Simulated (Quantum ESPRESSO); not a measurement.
## Relaxation of cell and atoms, with input and output: MgSe

MgSe (Fm-3m, 2 atoms in the cell), set up with Kohn-Sham DFT of a periodic cell, AM05 with D4, SPMS 1.0 PBE (Quantum ESPRESSO 7.5).

The structure derives from an entry of the Crystallography Open Database. The geometry was changed: volume scaled by 1.15.

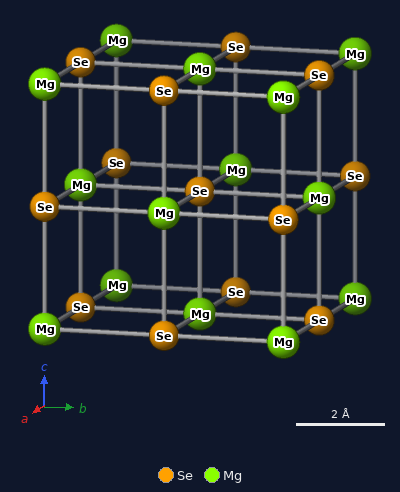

*The structure as given in the input (ball-and-stick view of the cell 4 times as large as that of the calculation, set on its symmetry axes, seen slightly off an axis).*

What the run reported

```json
{"quantity": "outcome", "value": "refused by the program"}
{"quantity": "space group (tolerance 0.01 Å)", "value": "Fm-3m (225)"}
{"quantity": "hardware", "value": "1 thread of Arm Neoverse V2, 24 GiB of memory available, shared host"}
```

Diagnosis

Some settings of this run were drawn to be unusual or wrong (occupations set to smearing). The program refused the input: “set_occupations (1): smearing requires a value for gaussian broadening (degauss)”

Input file
```
&CONTROL
  calculation = 'vc-relax'
  prefix = 'pwscf'
  outdir = './tmp'
  pseudo_dir = './pseudo'
  tprnfor = .true.
  tstress = .true.
  disk_io = 'low'
  nstep = 30
  forc_conv_thr = 0.0004
  etot_conv_thr = 1d-05
/
&SYSTEM
  ibrav = 0
  nat = 2
  ntyp = 2
  ecutwfc = 70
  nbnd = 20
  input_dft = 'XC-000I-000I-120L-135L-000I-000I'
  occupations = 'smearing'
  smearing = 'fd'
  vdw_corr = 'grimme-d4'
/
&ELECTRONS
  conv_thr = 4d-10
  electron_maxstep = 80
  mixing_beta = 0.5
/
&IONS
  ion_dynamics = 'bfgs'
/
&CELL
  cell_dynamics = 'bfgs'
  press = 0
  press_conv_thr = 0.3
/
ATOMIC_SPECIES
Se    78.9710 34_Se_16_1.9_2.1_pbe_n_v1.0.upf
Mg    24.3050 12_Mg_10_1.9_2.0_pbe_v1.0.upf
CELL_PARAMETERS angstrom
   0.0000000000    2.8554778772    2.8554778772
   2.8554778772    0.0000000000    2.8554778772
   2.8554778772    2.8554778772    0.0000000000
ATOMIC_POSITIONS crystal
Se     0.5000000000    0.5000000000    0.5000000000
Mg     0.0000000000    0.0000000000    0.0000000000
K_POINTS automatic
8 8 8 0 0 0
```

Run as:
```bash
OMP_NUM_THREADS=1 pw.x -in pw.in > pw.out
```

The program's output
```
This program is part of the open-source Quantum ESPRESSO suite
     for quantum simulation of materials; please cite
         "P. Giannozzi et al., J. Phys.:Condens. Matter 21 395502 (2009);
         "P. Giannozzi et al., J. Phys.:Condens. Matter 29 465901 (2017);
         "P. Giannozzi et al., J. Chem. Phys. 152 154105 (2020);
          URL
     in publications or presentations arising from this work. More details at

 %%%%%%%%%%%%%%%%%%%%%%%%%%%%%%%%%%%%%%%%%%%%%%%%%%%%%%%%%%%%%%%%%%%%%%%%%%%%%%
     Error in routine  set_occupations (1):
      smearing requires a value for gaussian broadening (degauss)
 %%%%%%%%%%%%%%%%%%%%%%%%%%%%%%%%%%%%%%%%%%%%%%%%%%%%%%%%%%%%%%%%%%%%%%%%%%%%%%

     stopping ...
```
